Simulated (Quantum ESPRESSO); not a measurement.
**SiC (F-43m): phonons against volume**

Wanted: mode Grüneisen parameters of SiC and a free-energy fit over volumes.

Main program and level: Quantum ESPRESSO 7.5; DFT LDA, scalar-relativistic, plane waves, GBRV ultrasoft pseudopotentials.

**What experiment says.**

“On melting of silicon carbide under pressure” (2012, arxiv:1210.3244) quotes from earlier work for SiC, 3C polytype (zincblende) (single crystals from silicon oxide and carbon black reaction at 2800 K, annealed in air): lattice constant a (a of cubic 3C-SiC starting crystals) 4.357 Å [Starting-material characterisation; no method, uncertainty or temperature given].

For SiC, cubic 3C zincblende (natural grain in siliceous breccia, 300 K), “Insight into the structural, elastic and electronic properties of a new orthorhombic 6O-SiC polytype” (2020, pmc:7200658) gives, by micro-Raman, 532 nm: Raman mode (TO) 796 cm⁻¹ [natural crystal in rock pores].

“Optical properties of silicon carbide for astrophysical applications I. New laboratory infrared reflectance spectra and optical constants” (2008, arxiv:0803.1210) reports for SiC, 3C (zinc blende), by FTIR reflectance, classical dispersion analysis (high-purity CVD 3C-SiC wafer, 292 K): infrared mode (TO at Gamma) about 797.5 cm⁻¹ [TO position from reflectance band and dispersion fit; imperfect surface polish].

## Step 1: Starting point

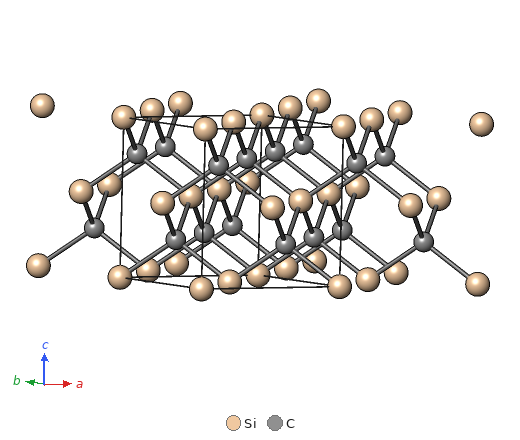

Start, viewed slightly off an axis; silicon light orange, carbon grey. 2×2×1 cells are drawn. This picture shows the conventional cell, with its axes. Bonds to atoms that aren't drawn are left out. Some periodic images of atoms are drawn too.

## Step 2: A first coarse run

A cheap single point shows whether the cell is a metal or an insulator and how far it is from rest; that sets the k-mesh and the occupations of what follows.

probe.in

```
 &control
    calculation='scf',
    prefix='x',
    outdir='./tmp',
    pseudo_dir='./pseudo',
    tprnfor=.true.,
    tstress=.true.,
    verbosity='high',
 /
 &system
    ibrav=0,
    nat=2,
    ntyp=2,
    ecutwfc=45.0,
    ecutrho=270.0,
    occupations='smearing',
    smearing='gaussian',
    degauss=0.01,
 /
 &electrons
    conv_thr=1.0d-07,
    mixing_beta=0.7,
    electron_maxstep=100,
 /
ATOMIC_SPECIES
 Si     28.0850  Si.upf
 C      12.0110  C.upf
CELL_PARAMETERS angstrom
     0.000000000    2.179000000    2.179000000
     2.179000000    0.000000000    2.179000000
     2.179000000    2.179000000    0.000000000
ATOMIC_POSITIONS crystal
 Si     0.000000000   0.000000000   0.000000000
 C      0.250000000   0.250000000   0.250000000
K_POINTS automatic
 8 8 8 0 0 0
```

Started as:

```bash
> OMP_NUM_THREADS=1 mpirun -n 8 pw.x -nk 8 -in probe.in > probe.out
```

What it wrote:

```text
Program PWSCF v.7.5

     This program is part of the open-source Quantum ESPRESSO suite
     for quantum simulation of materials; please cite
         "P. Giannozzi et al., J. Phys.:Condens. Matter 21 395502 (2009);
         "P. Giannozzi et al., J. Phys.:Condens. Matter 29 465901 (2017);
         "P. Giannozzi et al., J. Chem. Phys. 152 154105 (2020);
     in publications or presentations arising from this work. More details at

     Message from routine setup:
     using ibrav=0 with symmetry is DISCOURAGED, use correct ibrav instead

     G-vector sticks info
     --------------------
     sticks:   dense  smooth     PW     G-vecs:    dense   smooth      PW
     Sum         637     421    139                10417     5769    1067

     Using Slab Decomposition

     bravais-lattice index     =            0
     lattice parameter (alat)  =       5.8233  a.u.
     unit-cell volume          =     139.6363 (a.u.)^3
     number of atoms/cell      =            2
     number of atomic types    =            2
     number of electrons       =         8.00
     number of Kohn-Sham states=            8
     kinetic-energy cutoff     =      45.0000  Ry
     charge density cutoff     =     270.0000  Ry
     scf convergence threshold =      1.0E-07
     mixing beta               =       0.7000
     number of iterations used =            8  plain     mixing
     Exchange-correlation= SLA  PZ   NOGX NOGC
                           (   1   1   0   0   0   0   0)

     celldm(1)=   5.823326  celldm(2)=   0.000000  celldm(3)=   0.000000
     celldm(4)=   0.000000  celldm(5)=   0.000000  celldm(6)=   0.000000

     crystal axes: (cart. coord. in units of alat)
               a(1) = (   0.000000   0.707107   0.707107 )
               a(2) = (   0.707107   0.000000   0.707107 )
               a(3) = (   0.707107   0.707107   0.000000 )

     reciprocal axes: (cart. coord. in units 2 pi/alat)
               b(1) = ( -0.707107  0.707107  0.707107 )
               b(2) = (  0.707107 -0.707107  0.707107 )
               b(3) = (  0.707107  0.707107 -0.707107 )

     PseudoPot. # 1 for Si read from file:
     ./pseudo/Si.upf
     Pseudo is Ultrasoft + core correction, Zval =  4.0
     Using radial grid of  899 points,  6 beta functions with:
                l(1) =   0
                l(2) =   0
                l(3) =   1
                l(4) =   1
                l(5) =   2
                l(6) =   2
     Q(r) pseudized with  8 coefficients,  rinner =    0.900   0.900   0.900
                                                       0.900   0.900

     PseudoPot. # 2 for C  read from file:
     ./pseudo/C.upf
     Pseudo is Ultrasoft + core correction, Zval =  4.0
     Using radial grid of  721 points,  4 beta functions with:
                l(1) =   0
                l(2) =   0
                l(3) =   1
                l(4) =   1
     Q(r) pseudized with  8 coefficients,  rinner =    1.100   1.100   1.100

     atomic species   valence    mass     pseudopotential
     Si                4.00    28.08500     Si( 1.00)
     C                 4.00    12.01100     C ( 1.00)

     24 Sym. Ops. (no inversion) found

                                    s                        frac. trans.

      isym =  1     identity

 cryst.   s( 1) = (     1          0          0      )
                  (     0          1          0      )
                  (     0          0          1      )

 cart.    s( 1) = (  1.0000000 -0.0000000  0.0000000 )
                  ( -0.0000000  1.0000000  0.0000000 )
                  ( -0.0000000  0.0000000  1.0000000 )

      isym =  2     180 deg rotation - cart. axis [0,0,1]

 cryst.   s( 2) = (     0          1         -1      )
                  (     1          0         -1      )
                  (     0          0         -1      )

 cart.    s( 2) = ( -1.0000000  0.0000000  0.0000000 )
                  (  0.0000000 -1.0000000  0.0000000 )
                  (  0.0000000 -0.0000000  1.0000000 )

      isym =  3     180 deg rotation - cart. axis [0,1,0]

 cryst.   s( 3) = (     0         -1          1      )
                  (     0         -1          0      )
                  (     1         -1          0      )

 cart.    s( 3) = ( -1.0000000 -0.0000000 -0.0000000 )
                  (  0.0000000  1.0000000 -0.0000000 )
                  (  0.0000000  0.0000000 -1.0000000 )

      isym =  4     180 deg rotation - cart. axis [1,0,0]

 cryst.   s( 4) = (    -1          0          0      )
                  (    -1          0          1      )
                  (    -1          1          0      )

 cart.    s( 4) = (  1.0000000  0.0000000 -0.0000000 )
                  ( -0.0000000 -1.0000000 -0.0000000 )
                  ( -0.0000000 -0.0000000 -1.0000000 )

      isym =  5     120 deg rotation - cart. axis [-1,-1,-1]

 cryst.   s( 5) = (     0          0          1      )
[...]
cart.    s( 5) = (  0.0000000  1.0000000 -0.0000000 )
[...]
isym =  6     120 deg rotation - cart. axis [-1,1,1]

 cryst.   s( 6) = (     1         -1          0      )
[...]
cart.    s( 6) = ( -0.0000000 -1.0000000 -0.0000000 )
[...]
isym =  7     120 deg rotation - cart. axis [1,1,-1]

 cryst.   s( 7) = (    -1          1          0      )
[...]
cart.    s( 7) = ( -0.0000000  1.0000000  0.0000000 )
[...]
isym =  8     120 deg rotation - cart. axis [1,-1,1]

 cryst.   s( 8) = (     0          0         -1      )
[...]
cart.    s( 8) = (  0.0000000 -1.0000000  0.0000000 )
[...]
isym =  9     120 deg rotation - cart. axis [1,1,1]

 cryst.   s( 9) = (     0          1          0      )
[...]
cart.    s( 9) = ( -0.0000000  0.0000000  1.0000000 )
[...]
isym = 10     120 deg rotation - cart. axis [-1,1,-1]

 cryst.   s(10) = (    -1          0          1      )
[...]
cart.    s(10) = (  0.0000000 -0.0000000  1.0000000 )
[...]
isym = 11     120 deg rotation - cart. axis [1,-1,-1]

 cryst.   s(11) = (     1          0         -1      )
[...]
cart.    s(11) = (  0.0000000  0.0000000 -1.0000000 )
[...]
isym = 12     120 deg rotation - cart. axis [-1,-1,1]

 cryst.   s(12) = (     0         -1          0      )
[...]
cart.    s(12) = ( -0.0000000 -0.0000000 -1.0000000 )
[...]
isym = 13     inv. 180 deg rotation - cart. axis [1,1,0]

[...]
k = 0.3536 0.1768-0.1768 (   703 PWs)   bands (ev):

    -3.7631   3.2272   7.6308   7.6779  14.5382  16.7297  17.9152  18.5572

     occupation numbers
     1.0000   1.0000   1.0000   1.0000   0.0000   0.0000   0.0000   0.0000

          k =-0.2652-0.4419 0.4419 (   712 PWs)   bands (ev):

[...]
occupation numbers
[...]
k =-0.1768-0.3536 0.3536 (   714 PWs)   bands (ev):

[...]
occupation numbers
[...]
k =-0.0884-0.2652 0.2652 (   720 PWs)   bands (ev):

[...]
occupation numbers
[...]
k = 0.0000-0.1768 0.1768 (   706 PWs)   bands (ev):

[...]
occupation numbers
[...]
k = 0.3536 0.0000 0.0000 (   713 PWs)   bands (ev):

[...]
occupation numbers
[...]
k = 0.4419 0.0884-0.0884 (   710 PWs)   bands (ev):

[...]
occupation numbers
[...]
k =-0.1768-0.5303 0.5303 (   711 PWs)   bands (ev):

[...]
occupation numbers
[...]
k =-0.0884-0.4419 0.4419 (   710 PWs)   bands (ev):

[...]
occupation numbers
[...]
k = 0.0000-0.3536 0.3536 (   708 PWs)   bands (ev):

[...]
k = 0.5303-0.0000 0.0000 (   709 PWs)   bands (ev):

[...]
k =-0.0884-0.6187 0.6187 (   714 PWs)   bands (ev):

[...]
k = 0.0000-0.5303 0.5303 (   718 PWs)   bands (ev):

[...]
k =-0.7071 0.0000 0.0000 (   724 PWs)   bands (ev):

[...]
k = 0.3536 0.1768 0.0000 (   708 PWs)   bands (ev):

[...]
occupation numbers
[...]
k =-0.2652-0.4419 0.6187 (   712 PWs)   bands (ev):

[...]
occupation numbers
[...]
k =-0.1768-0.3536 0.5303 (   714 PWs)   bands (ev):

[...]
occupation numbers
[...]
k =-0.1768-0.5303 0.7071 (   712 PWs)   bands (ev):

[...]
occupation numbers
[...]
k =-0.0884-0.4419 0.6187 (   713 PWs)   bands (ev):

    -1.2156   2.0819   4.2023   5.8063  13.4894  17.1872  18.9449  21.2495

     occupation numbers
     1.0000   1.0000   1.0000   1.0000   0.0000   0.0000   0.0000   0.0000

          k = 0.0000-0.3536 0.5303 (   712 PWs)   bands (ev):

    -1.5851   2.3991   3.9316   6.3748  14.1729  17.5055  18.8691  20.5571

     occupation numbers
     1.0000   1.0000   1.0000   1.0000   0.0000   0.0000   0.0000   0.0000

          k =-0.7071 0.1768-0.0000 (   714 PWs)   bands (ev):

    -0.8787   1.7100   5.1305   5.1573  12.2289  15.0995  21.0346  22.3387

     occupation numbers
     1.0000   1.0000   1.0000   1.0000   0.0000   0.0000   0.0000   0.0000

          k =-0.7071 0.3536 0.0000 (   724 PWs)   bands (ev):

    -0.7501   2.1823   4.1990   4.5062  14.3576  18.5466  18.5875  18.8395

     occupation numbers
     1.0000   1.0000   1.0000   1.0000   0.0000   0.0000   0.0000   0.0000

     the Fermi energy is     9.9637 ev

!    total energy              =     -21.19999777 Ry
     estimated scf accuracy    <       0.00000005 Ry
     smearing contrib. (-TS)   =      -0.00000000 Ry
     internal energy E=F+TS    =     -21.19999777 Ry

     The total energy is F=E-TS. E is the sum of the following terms:
     one-electron contribution =       5.52307409 Ry
     hartree contribution      =       2.31403779 Ry
     xc contribution           =      -8.10588788 Ry
     ewald contribution        =     -20.93122177 Ry

     convergence has been achieved in   7 iterations

     Forces acting on atoms (cartesian axes, Ry/au):

     atom    1 type  1   force =     0.00000000   -0.00000000   -0.00000000
     atom    2 type  2   force =    -0.00000000   -0.00000000   -0.00000000
     The non-local contrib.  to forces
     atom    1 type  1   force =     0.00000000    0.00000000   -0.00000000
     atom    2 type  2   force =    -0.00000000    0.00000000   -0.00000000
     The ionic contribution  to forces
     atom    1 type  1   force =    -0.00000000   -0.00000000   -0.00000000
     atom    2 type  2   force =     0.00000000    0.00000000    0.00000000
     The local contribution  to forces
     atom    1 type  1   force =     0.00000000   -0.00000000    0.00000000
     atom    2 type  2   force =     0.00000000    0.00000000    0.00000000
     The core correction contribution to forces
     atom    1 type  1   force =     0.00000000    0.00000000   -0.00000000
     atom    2 type  2   force =     0.00000000    0.00000000    0.00000000
     The Hubbard contrib.    to forces
     atom    1 type  1   force =     0.00000000    0.00000000    0.00000000
     atom    2 type  2   force =     0.00000000    0.00000000    0.00000000
     The SCF correction term to forces
     atom    1 type  1   force =     0.00000000   -0.00000000   -0.00000000
     atom    2 type  2   force =    -0.00000000    0.00000000   -0.00000000

     Total force =     0.000000     Total SCF correction =     0.000000

     Computing stress (Cartesian axis) and pressure

          total   stress  (Ry/bohr**3)                   (kbar)     P=      -45.18
  -0.00030714   0.00000000   0.00000000          -45.18        0.00        0.00
   0.00000000  -0.00030714   0.00000000            0.00      -45.18        0.00
  -0.00000000   0.00000000  -0.00030714           -0.00        0.00      -45.18

     kinetic stress (kbar)   6938.38     -0.00      0.00
                               -0.00   6938.38     -0.00
                                0.00     -0.00   6938.38

     local   stress (kbar)  -1107.46      0.00      0.00
                                0.00  -1107.46      0.00
                                0.00      0.00  -1107.46

     nonloc. stress (kbar)   2879.73      0.00      0.00
                                0.00   2879.73      0.00
                                0.00      0.00   2879.73

     hartree stress (kbar)    812.60      0.00     -0.00
                                0.00    812.60      0.00
                               -0.00      0.00    812.60

     exc-cor stress (kbar)    -76.14      0.00      0.00
                                0.00    -76.14      0.00
                                0.00      0.00    -76.14

     corecor stress (kbar)  -2142.04     -0.00      0.00
                               -0.00  -2142.04     -0.00
                                0.00     -0.00  -2142.04

     ewald   stress (kbar)  -7350.26      0.00      0.00
                                0.00  -7350.26      0.00
                                0.00      0.00  -7350.26

     hubbard stress (kbar)      0.00      0.00      0.00
                                0.00      0.00      0.00
                                0.00      0.00      0.00

     DFT-D   stress (kbar)      0.00      0.00      0.00
[...]
XDM     stress (kbar)      0.00      0.00      0.00
[...]
dft-nl  stress (kbar)      0.00      0.00      0.00
                                0.00      0.00      0.00
                                0.00      0.00      0.00

     TS-vdW  stress (kbar)      0.00      0.00      0.00
                                0.00      0.00      0.00
                                0.00      0.00      0.00

     MDB     stress (kbar)      0.00      0.00      0.00
                                0.00      0.00      0.00
                                0.00      0.00      0.00

     3D-RISM stress (kbar)      0.00      0.00      0.00
                                0.00      0.00      0.00
                                0.00      0.00      0.00

     Writing all to output data dir ./tmp/x.save/ :
     XML data file, charge density, pseudopotentials, collected wavefunctions

   JOB DONE.
```

The job ended after 1.4 s (8 MPI ranks of Arm Neoverse V1, shared host).

Numbers from this step:

| Property | Result |
| --- | --- |
| volume per atom | 10.35 Å³ |
| pressure | -4.518 GPa |
| gap on the k-mesh | 1.318 eV |

The start is under -4.5 GPa at this level and looks like an insulator or semiconductor on this mesh.

[end of part 1 of 8]

[Logs are printed without paths, hosts, clocks, repeated set-up lines and the standing remarks that a program may print on its own settings, such as how far it seeks lower states.]

[Hosts, paths, dates, database ids (printed as entryN), source tags and the programs' standing remarks are cut or masked in the printed files.]

[A step with changed settings may run another functional than the one named; its input shows which.]

[Of the runs on displaced cells, only some may be shown.]
